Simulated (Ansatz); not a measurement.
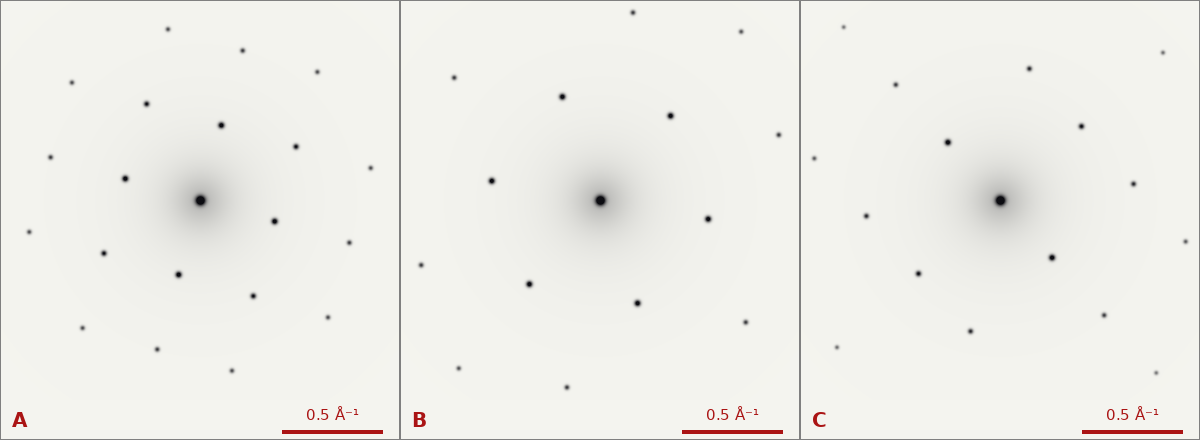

Computed electron diffraction patterns, 200 kV, single scattering only, B = 0.5 Å².

All three come from Mo, space group Pm-3m (No. 221), a = 2.575 Å. Structure: the geometry relaxed with DFT, PBEsol, plane waves (420 eV) with PAW, scalar-relativistic in Ansatz 0.2.0; the starting structure was generated, so it need not be a known form of this composition.

```
Mo
1.0
     2.57467    0.00000    0.00000
     0.00000    2.57467    0.00000
     0.00000    0.00000    2.57467
Mo
1
Cartesian
  0.0000 0.0000 0.0000
```

Question: Assign the zone axes [001], [110], [111] to A, B and C.

Answer: A is [001]: square net of 1 0 0 at d = 2.57 Å and 0 1 0 at d = 2.57 Å, at 90.0°. B is [111]: hexagonal net of -1 1 0 at d = 1.82 Å and -1 0 1 at d = 1.82 Å, at 60.0°. C is [110]: rectangular net of 0 0 1 at d = 2.57 Å and 1 -1 0 at d = 1.82 Å, at 90.0°.
